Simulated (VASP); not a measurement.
**SiO2: geometry relaxation (part 3 of 3)**

Continued. System: SiO2 (P4₁2₁2, 12 atoms in the cell). Method: Kohn-Sham DFT of a periodic cell, r2SCAN, VASP PAW PBE potentials, recommended, no spin polarisation (VASP 6.6.1); cutoff 600 eV, 6×6×4 k-mesh, Gaussian smearing of 0.03 eV. The structure derives from an entry of the Crystallography Open Database.

Geometry of the input (Å; fractional positions):
```
4.9709  -0.0000  -0.0000
0.0000  4.9709  -0.0000
-0.0000  0.0000  6.8899
Si 0.3040  0.3040  0.0000
Si 0.1960  0.8040  0.2500
Si 0.6960  0.6960  0.5000
Si 0.8040  0.1960  0.7500
O  0.2377  0.1118  0.1826
O  0.3882  0.7377  0.4326
O  0.7623  0.8882  0.6826
O  0.6118  0.2623  0.9326
O  0.7377  0.3882  0.5674
O  0.8882  0.7623  0.3174
O  0.2623  0.6118  0.0674
O  0.1118  0.2377  0.8174
```

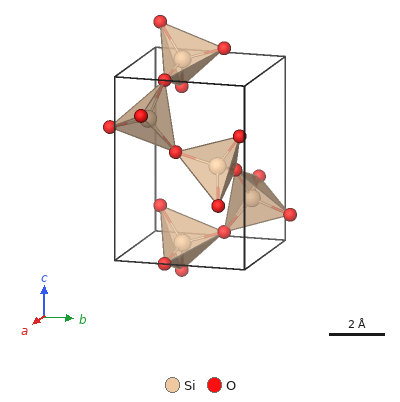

The input geometry (polyhedral view of the cell of the calculation, seen slightly off an axis; polyhedra are completed across the faces of the cell). An atom can appear more than once, as a periodic image.

Key numbers

| quantity | value |
| --- | --- |
| outcome | converged |
| space group (tolerance 0.01 Å) | P4₁2₁2 (92) |
| electrons treated | 64 |
| free energy | −119.1986 eV |
| gap on the k-point mesh | 6.36 eV |
| pressure | 0.00 GPa |
| final volume | 170.25 Å³ |
| largest force (length of the vector) at the end | 0.004 eV/Å |
| final cell | a = 4.971 Å, b = 4.971 Å, c = 6.890 Å, α = 90.00°, β = 90.00°, γ = 90.00° |
| hardware | 4 threads of Intel Xeon (Emerald Rapids), 128 GiB of memory available, shared host |
| wall time | 5.7 min (CPU time 23 min) |
| peak memory | 0.41 GiB |
